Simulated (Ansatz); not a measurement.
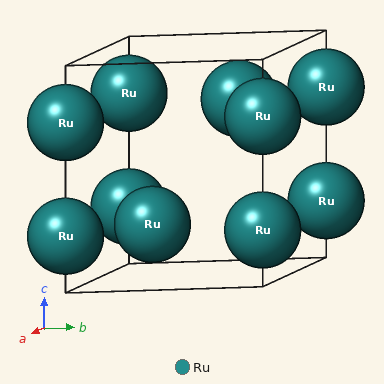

The image is a spheres-only drawing of a crystal, viewed slightly off an axis. The wireframe shows the conventional unit cell.

> What is the number of atoms per cell?

4 (ruthenium), counting shared atoms by their share.

> What kind of lattice is this?

Primitive hexagonal.

> Which of the 230 space groups is it?

P6_3/mmc (No. 194), with Ru on 2b and Ru on 2d.

The structure was taken from a textbook structure type filled with this element (whether it is the usual form wasn't checked). A relaxation with Ansatz 0.2.0, DFT PBEsol, scalar-relativistic, plane waves, PAW gave the geometry drawn.
